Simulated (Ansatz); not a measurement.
Consider Bi.

```yaml
crystal:
  lattice:
    - [0.03386, 0.03386, 3.33372]
    - [6.28361, -6.28361, 0.00000]
    - [3.10252, 3.10252, -1.60484]
  atoms:
    - { symbol: Bi, position: [0.00000, 0.37482, 0.75000] }
    - { symbol: Bi, position: [0.50000, 0.87482, 0.75000] }
    - { symbol: Bi, position: [0.00000, 0.62518, 0.25000] }
    - { symbol: Bi, position: [0.50000, 0.12518, 0.25000] }
```

Space group C2/c; set up as Bi, beta-Sn type; a generated structure, not necessarily the stable one; changed on purpose from its base cell (volume × 0.96); computed pressure about 2 GPa in this cell.

Computed with DFT, PBE, plane waves (420 eV) with PAW, scalar-relativistic (Ansatz 0.2.0).

What can the converged valence pseudo-density and electron localisation function tell about the bonding?

Answer. Bi–Bi (3.33 Å): ρ is about 0.18 e/Å³ halfway; the ELF is about 0.35 at the midpoint.

Metal or insulator at this level of theory?

Answer. It is gapless in this calculation (a metal or semimetal).

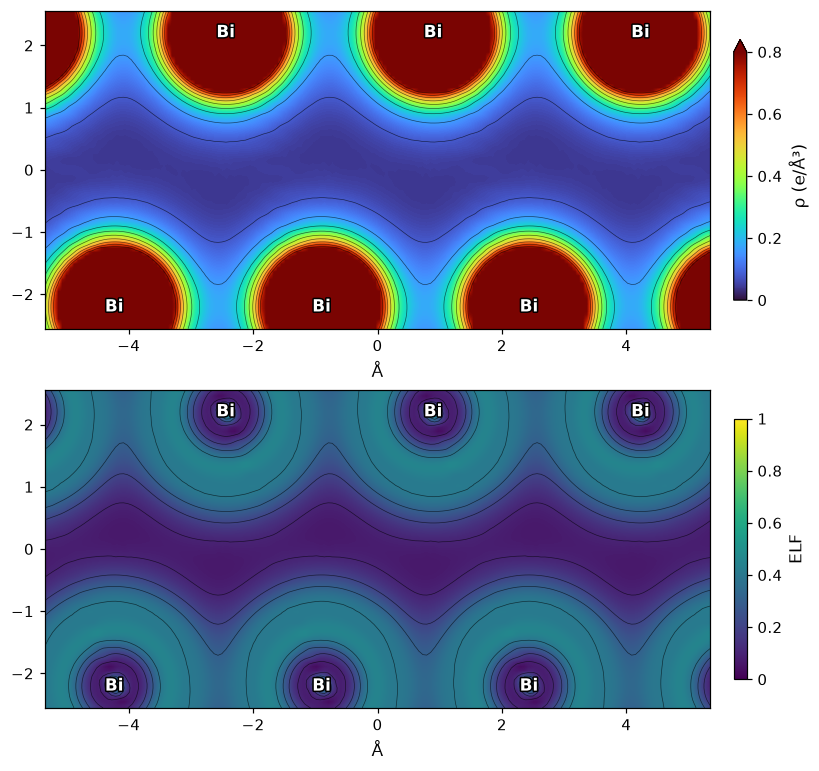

Computed valence pseudo-density and electron localisation function on the (010) plane of the conventional cell, in this order. 

The density is the valence pseudo-density of a PAW calculation; it isn't the true density close to the nuclei.
